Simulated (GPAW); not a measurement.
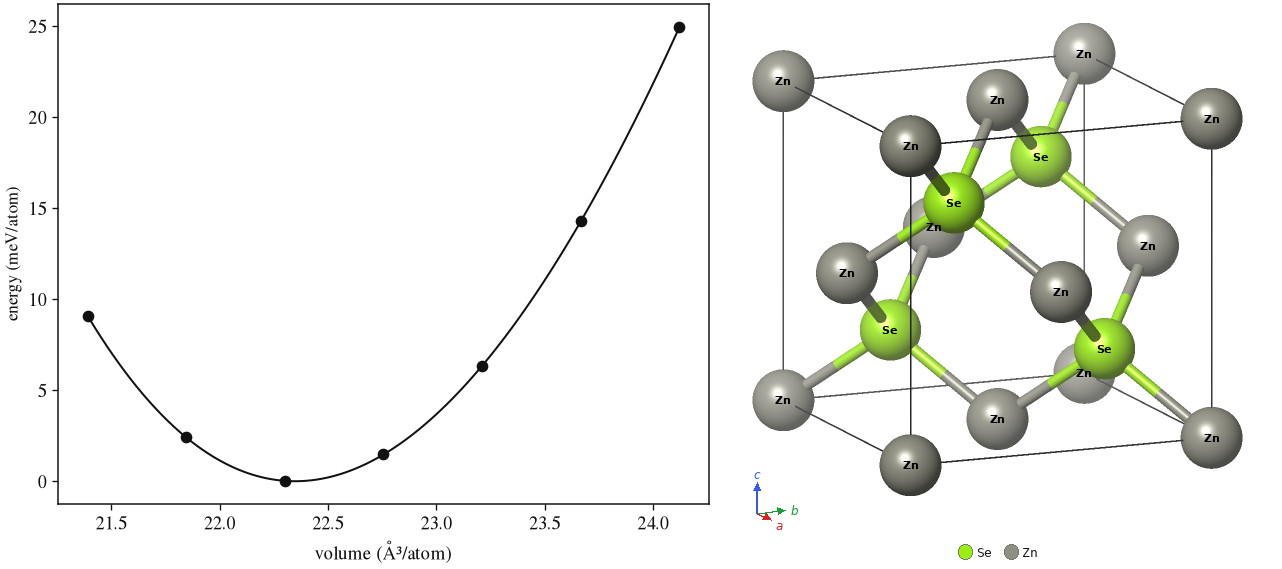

**Figure.** Energy against volume for ZnSe, space group F-43m (No. 216). The conventional cell is drawn beside the plot.

A third-order Birch–Murnaghan fit gives V0 = 22.35 Å³/atom, B0 = 65.4 GPa and B′ = 4.5. The energy is 9.10 meV/atom at volume 21.39 Å³/atom and 24.93 meV/atom at 24.12 Å³/atom; the lowest computed point is at volume 22.30 Å³/atom (0.02 meV/atom).

Method: PAW DFT in plane waves, on a grid or in atomic orbitals, no spin polarisation; energies at scaled volumes of the given cell, shape and fractions fixed, counted from the fit's minimum, third-order Birch-Murnaghan fit (GPAW 26.7.0). Level: PBEsol.

| setting | value |
| --- | --- |
| k mesh | 8×8×8 |
| occupations | Fermi–Dirac |
| smearing width | 0.05 eV |
| potentials | PAW data sets made by gpaw setup for the functional |
| wave cutoff | 600 eV |
| program settings | basis pw |

Cell as given: a = 4.008 Å, b = 4.008 Å, c = 4.008 Å, α = 60.00°, β = 60.00°, γ = 60.00°; 2 atoms.
